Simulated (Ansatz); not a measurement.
## TiAl3: geometry relaxation (part 2 of 2)

The same run, continued: TiAl3 (I4/mmm, 4 atoms in the cell); DFT PBE, scalar-relativistic, plane waves, PAW, no spin polarisation (Ansatz 0.2.0); cutoff 420 eV, 16×16×16 k-mesh, Gaussian smearing of 0.1 eV. The structure derives from a Materials Project entry.

Geometry of the input (Å; fractional positions):
```
-1.9111  1.9111  4.2807
1.9111  -1.9111  4.2807
1.9111  1.9111  -4.2807
Ti 0.0000  0.0000  0.0000
Al 0.5000  0.5000  0.0000
Al 0.7500  0.2500  0.5000
Al 0.2500  0.7500  0.5000
```

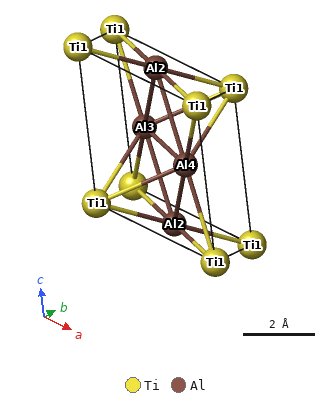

**Figure 1.** The geometry at step 2 of the log (ball-and-stick view of the reduced cell, seen slightly off an axis; atoms are numbered from 1 in the order of the input).

## Log, continued
```
SCF iter   1: F=—  HF=-4113.765466 eV  |F-HF|=—  |Δ(HF+E_count)|=         —  Δρ=3.24e-4  dr2=7.95e-5  ethr=3.17e-7  ⟨swp⟩=2.0  Hψ=32705  notcnv=0
preconditioner: auto → Kerker (q_TF=auto, 2.267 Å⁻¹)  [metal: Δε(μ)=0.012 eV  Ē_g=5.465 eV  σ=0.100 eV  W_gap=0.07  n_scr=10 (ndim 8)  ℏωp=16.8 eV  f_vac=0.000  D(μ)=1.75/eV (n_scr^D=10)]
SCF iter   2: F=—  HF=-4113.765453 eV  |F-HF|=—  |Δ(HF+E_count)|=   1.37e-5  Δρ=2.00e-4  dr2=3.30e-5  ethr=3.17e-7  ⟨swp⟩=1.0  Hψ=5235  notcnv=0
SCF iter   3: F=—  HF=-4113.765438 eV  |F-HF|=—  |Δ(HF+E_count)|=   1.42e-5  Δρ=3.16e-5  dr2=7.09e-7  ethr=1.57e-7  ⟨swp⟩=2.4  Hψ=7473  notcnv=0
iter 4 did not close the SCF: its close was put off for the readings that it lacked (scf_convergence_deferred on its scf_iter line)
SCF iter   4: F=-4113.765438 eV  HF=-4113.765438 eV  |F-HF|=1.62e-8  |Δ(HF+E_count)|=   2.90e-7  Δρ=6.50e-6  dr2=2.27e-8  ethr=3.38e-9  ⟨swp⟩=2.8  Hψ=8632  notcnv=0
iter 5 did not close the SCF: its close was put off for the readings that it lacked (scf_convergence_deferred on its scf_iter line)
SCF iter   5: F=-4113.765438 eV  HF=-4113.765438 eV  |F-HF|=2.16e-9  |Δ(HF+E_count)|=   1.12e-8  Δρ=1.78e-6  dr2=2.61e-9  ethr=1.08e-10  ⟨swp⟩=2.6  Hψ=8447  notcnv=0
SCF iter   6: F=-4113.765438 eV  HF=-4113.765438 eV  |F-HF|=3.91e-11  |Δ(HF+E_count)|=  5.13e-10  Δρ=3.62e-7  dr2=6.19e-11  ethr=1.24e-11  ⟨swp⟩=3.8  Hψ=22192  notcnv=0
SCF 3 converged in 6 iterations: F = -4113.765438 eV  dr2 = 6.19e-11
relax step   3: F+E_penalty+E_count = -4113.76543802 eV  Δ(F+E_penalty+E_count) = -1.755e-3 eV  max|allowed force component| = 1.735e-17 eV/Å  Δτ_max = 0.0000 Å  P = -0.024 GPa  Ω = 63.751 Å³  energy of the carried Pulay correction = -4.267e-4 eV  (6 SCF iters, dr2 threshold 4.00e-7 eV, accepted)
Initial wavefunctions: pseudopotential atomic-orbital guess (no wavefunctions were taken with the density)
iter 1 solved again at ethr=6.88e-8 eV; its pass at ethr=3.10e-3 eV (dr2=1.45e-5 eV) is discarded
SCF iter   1: F=—  HF=-4113.765887 eV  |F-HF|=—  |Δ(HF+E_count)|=         —  Δρ=8.21e-5  dr2=1.10e-7  ethr=6.88e-8  ⟨swp⟩=2.6  Hψ=43020  notcnv=0
SCF iter   2: F=—  HF=-4113.765906 eV  |F-HF|=—  |Δ(HF+E_count)|=   1.90e-5  Δρ=4.16e-5  dr2=2.70e-8  ethr=5.23e-10  ⟨swp⟩=2.0  Hψ=7312  notcnv=0
SCF iter   3: F=—  HF=-4113.765908 eV  |F-HF|=—  |Δ(HF+E_count)|=   2.17e-6  Δρ=1.44e-6  dr2=1.39e-10  ethr=1.28e-10  ⟨swp⟩=2.1  Hψ=7507  notcnv=0
iter 4 did not close the SCF: its close was put off for the readings that it lacked (scf_convergence_deferred on its scf_iter line)
SCF iter   4: F=-4113.765908 eV  HF=-4113.765908 eV  |F-HF|=4.55e-12  |Δ(HF+E_count)|=   2.23e-9  Δρ=1.96e-7  dr2=2.44e-11  ethr=1.00e-12  ⟨swp⟩=2.0  Hψ=8458  notcnv=0
iter 5 did not close the SCF: its close was put off for the readings that it lacked (scf_convergence_deferred on its scf_iter line)
SCF iter   5: F=-4113.765908 eV  HF=-4113.765908 eV  |F-HF|=9.09e-13  |Δ(HF+E_count)|=  1.82e-12  Δρ=2.88e-8  dr2=6.32e-13  ethr=1.00e-12  ⟨swp⟩=1.0  Hψ=5235  notcnv=0
iter 6 did not close the SCF: its close was put off for the readings that it lacked (scf_convergence_deferred on its scf_iter line)
SCF iter   6: F=-4113.765908 eV  HF=-4113.765908 eV  |F-HF|=9.09e-13  |Δ(HF+E_count)|=  9.09e-13  Δρ=6.66e-9  dr2=4.20e-14  ethr=1.00e-12  ⟨swp⟩=1.0  Hψ=5235  notcnv=0
iter 7 did not close the SCF: its close was put off for the readings that it lacked (scf_convergence_deferred on its scf_iter line)
SCF iter   7: F=-4113.765908 eV  HF=-4113.765908 eV  |F-HF|=9.09e-13  |Δ(HF+E_count)|=  1.82e-12  Δρ=1.54e-9  dr2=1.89e-15  ethr=1.00e-12  ⟨swp⟩=1.0  Hψ=5235  notcnv=0
SCF iter   8: F=-4113.765908 eV  HF=-4113.765908 eV  |F-HF|=9.09e-13  |Δ(HF+E_count)|=  1.82e-12  Δρ=3.40e-10  dr2=1.27e-16  ethr=1.00e-12  ⟨swp⟩=2.0  Hψ=13194  notcnv=0
SCF 4 converged in 8 iterations: F = -4113.765908 eV  dr2 = 1.27e-16
relax step   4: F+E_penalty+E_count = -4113.76590810 eV  Δ(F+E_penalty+E_count) = -4.701e-4 eV  max|allowed force component| = 1.479e-31 eV/Å  Δτ_max = 0.0000 Å  P = -0.013 GPa  Ω = 63.751 Å³  stress off target by 2.33e-2 GPa  SCF on the basis re-selected at this cell (its energy is not comparable with the rows above)  (8 SCF iters)
basis re-selected at this cell: Δ(F+E_penalty+E_count) = -4.701e-4 eV, ΔP = +0.012 GPa vs the last step (what re-selecting the basis moved, of the pressure what is left beyond the Pulay correction that the steps carried, after the strain that the cell walked since its last selection, with what the two solves' SCF thresholds leave and, on support functions, any second-order correction that the steps lacked; it is no measure of the basis error at this ecutwfc). This SCF's stress stands 2.33e-2 GPa from its target on what of the cell is left free (relax.cell.stress_tol is 5.00e-2 GPa) and its largest allowed force component is 1.48e-31 eV/Å (relax.f_tol is 5.00e-3 eV/Å): within both
SCF converged after 8 iterations
Free energy (F): -4113.765908 eV
Harris-Foulkes:  -4113.765908 eV  (|F-HF|=9.09e-13)
Internal energy: -4113.757158 eV  (E = F + TS)
E sigma→0 (E₀):  -4113.761533 eV
Entropy (-TS):   -0.008751 eV (-2.188 meV/atom)
Fermi energy:    9.491920 eV
--- Per-component energies (eV) ---
  E_band       = -154.588679
  E_kinetic    = 343.016676
  E_local      = -1196.795480  (includes V_loc(G=0)·N_el)
  E_nonlocal   = 40.161153
  E_hartree    = 526.198641
  E_xc         = -217.838112
  E_vxc        = -210.366101  (∫ρ·V_xc dr)
  E_paw        = -2450.611850  (= ΣΔE_a)
  E_vpaw       = -183.002328  (= ΣTr[D̂ρ^β])
  E_aug_tail   = 0.000117  (compensation charges beyond the density's cutoff)
  E_ewald      = -1157.888303
  E_smearing   = -0.008751  (= −TS)
  E_closure    = 0.000000  (closes the sum)
  Σ components = -4113.765908   (vs F -4113.765908, Δ=0.00e0)
--- Forces (eV/Å), atoms counted from 1 ---
  atom   1  Ti     0.00000000     0.00000000     0.00000000
  atom   2  Al     0.00000000     0.00000000    -0.00000000
  atom   3  Al     0.00000000     0.00000000     0.00000000
  atom   4  Al     0.00000000     0.00000000     0.00000000
  max |Σ_I F_I| component: 2.05e-31 eV/Å
--- Stress (GPa, compression-positive) ---
       -0.007491       0.000000      -0.000000
        0.000000      -0.007491      -0.000000
        0.000000       0.000000      -0.023304
  P = ⅓ Tr σ = -0.0128 GPa (-0.128 kbar)
--- Band table (eV; the first three rows and the last of 349) ---
  k-point 0: bands = ["-46.9896", "-23.3061", "-23.3061", "-23.2303", "-0.5365", "6.6287", "6.8762", "8.1158", "8.2791", "8.2791", "10.3087", "11.1994", "11.1994", "11.7146", "11.8395"]
  k-point 1: bands = ["-46.9896", "-23.3071", "-23.3069", "-23.2302", "-0.4558", "6.6969", "6.8317", "8.0202", "8.0242", "8.2705", "9.9310", "11.2890", "11.3211", "11.5642", "12.0806"]
  k-point 2: bands = ["-46.9893", "-23.3099", "-23.3093", "-23.2298", "-0.2152", "6.7047", "6.8893", "7.4464", "7.7992", "8.2509", "9.1764", "11.3867", "11.4732", "11.4799", "12.4296"]
  k-point 348: bands = ["-46.9896", "-23.3063", "-23.3063", "-23.2330", "1.0611", "1.9529", "7.5144", "8.5644", "8.5644", "9.2590", "10.1899", "10.1899", "10.4234", "12.5264", "14.1037"]
--- Relaxed structure (3 steps of the walk, 3 accepted, 1 SCFs on fresh bases) ---
  F+E_penalty+E_count = -4113.76590810 eV   max|allowed force component| = 1.479e-31 eV/Å   (the final SCF, on the basis selected at the relaxed cell)
  cell:  # Å, volume = 63.7514 Å³
    - [-1.9226734293423888, 1.9226734293423888, 4.311404796368437]
    - [1.9226734293423888, -1.9226734293423888, 4.311404796368437]
    - [1.9226734293423888, 1.9226734293423888, -4.311404796368437]
  atoms:
    - { symbol: Ti, position: [7.704939860708607e-36, 3.801636069729403e-35, 2.322563414751351e-35] }
    - { symbol: Al, position: [0.5, 0.5, -3.3460659365061836e-35] }
    - { symbol: Al, position: [0.75, 0.25, 0.5] }
    - { symbol: Al, position: [0.25, 0.75, 0.5] }
```

## Trajectory as extended XYZ (Å, eV, eV/Å), 4 frames, from step=1 to step=4
```
4
Lattice="-1.9111 1.9111 4.2807 1.9111 -1.9111 4.2807 1.9111 1.9111 -4.2807" Properties=species:S:1:pos:R:3:forces:R:3 step=1 energy=-4113.75814 pressure_GPa=2.10
Ti    0.0000    0.0000    0.0000    0.0000   0.0000   0.0000
Al    0.0000    0.0000    4.2807    0.0000   0.0000   0.0000
Al    0.0000    1.9111    2.1403    0.0000   0.0000   0.0000
Al    1.9111    0.0000    2.1403    0.0000   0.0000   0.0000
4
Lattice="-1.9248 1.9248 4.3339 1.9248 -1.9248 4.3339 1.9248 1.9248 -4.3339" Properties=species:S:1:pos:R:3:forces:R:3 step=2 energy=-4113.76368 pressure_GPa=-0.78
Ti    0.0000    0.0000    0.0000    0.0000   0.0000   0.0000
Al    0.0000    0.0000    4.3339    0.0000   0.0000   0.0000
Al    0.0000    1.9248    2.1670    0.0000   0.0000   0.0000
Al    1.9248    0.0000    2.1670    0.0000   0.0000   0.0000
4
Lattice="-1.9227 1.9227 4.3114 1.9227 -1.9227 4.3114 1.9227 1.9227 -4.3114" Properties=species:S:1:pos:R:3:forces:R:3 step=3 energy=-4113.76544 pressure_GPa=-0.02
Ti    0.0000    0.0000    0.0000    0.0000   0.0000   0.0000
Al    0.0000    0.0000    4.3114    0.0000   0.0000   0.0000
Al    0.0000    1.9227    2.1557    0.0000   0.0000   0.0000
Al    1.9227    0.0000    2.1557    0.0000   0.0000   0.0000
4
Lattice="-1.9227 1.9227 4.3114 1.9227 -1.9227 4.3114 1.9227 1.9227 -4.3114" Properties=species:S:1:pos:R:3:forces:R:3 step=4 energy=-4113.76591 pressure_GPa=-0.01
Ti    0.0000    0.0000    0.0000    0.0000   0.0000   0.0000
Al    0.0000    0.0000    4.3114    0.0000   0.0000   0.0000
Al    0.0000    1.9227    2.1557    0.0000   0.0000   0.0000
Al    1.9227    0.0000    2.1557    0.0000   0.0000   0.0000
```

## Summary

- outcome: converged
- space group (tolerance 0.01 Å): I4/mmm (139)
- electrons treated: 21
- free energy: −4113.7659 eV
- Fermi energy: 9.492 eV
- gap on the k-point mesh: none (metallic)
- pressure: −0.01 GPa
- final volume: 63.75 Å³
- largest force (length of the vector) at the end: under 0.001 eV/Å
- final cell: a = 5.097 Å, b = 5.097 Å, c = 5.097 Å, α = 135.68°, β = 135.68°, γ = 64.48°
- hardware: 4 threads of Intel Xeon @ 2.50GHz (Skylake/Cascade Lake), 189 GiB of memory available, shared host
- wall time: 71 s (CPU time 2.8 min)
- peak memory: 0.66 GiB
